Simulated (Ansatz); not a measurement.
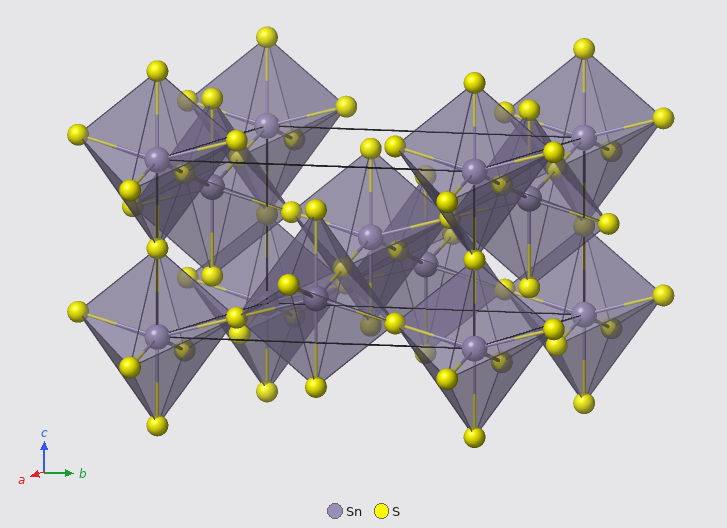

Structure drawing (polyhedral), viewed slightly off an axis. One conventional unit cell is outlined, and atoms on its boundary appear in each equivalent place. Some neighbours outside the box are added. Cell: a = 9.80 Å, b = 9.80 Å, c = 5.20 Å, α = 90.00°, β = 90.00°, γ = 90.00°.

The initial geometry was a structure type filled with these elements by a generator (whether the compound takes this form wasn't checked). Earlier steps of the study may have refined or changed the cell and positions. It was run through Ansatz as a DFT input.

Question: Notes on the structure:

Answer: Its composition is SnS3. It belongs to space group I4_1/amd (No. 141) and has a body-centred tetragonal lattice. One cell contains 4 Sn, 12 S, 16 atoms in all. The coordination shell of Sn holds six S at about 2.5 to 2.6 Å. The coordination shell of S holds two Sn in a linear arrangement at about 2.5 to 2.6 Å. The bonds build a three-dimensional framework.

Computed with DFT PBE, scalar-relativistic, plane waves, PAW (Ansatz 0.2.0). Settings: plane waves up to 420 eV, k-points about 0.17 Å⁻¹ apart, Gaussian smearing of 0.1 eV, no spin polarisation.

Question: What does the calculation say: metal or gapped?

Answer: A metal: bands cross the Fermi level.

Question: State the Bader charges by element.

Answer: Sn +1.49 e; S -0.54 to -0.41 e.

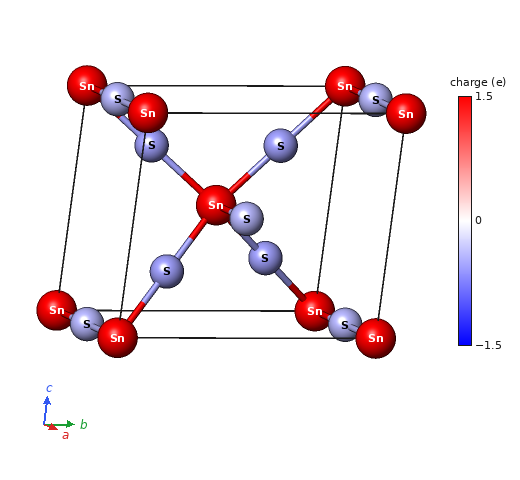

The atoms coloured by those charges. The run's cell of 8 atoms is drawn in a reduced setting, so axes and origin can differ from the first picture.

Question: Are forces and stress small enough to call this relaxed?

Answer: Yes. All forces vanish to within 0.01 eV/Å. The pressure is 0.0 GPa, close to zero.
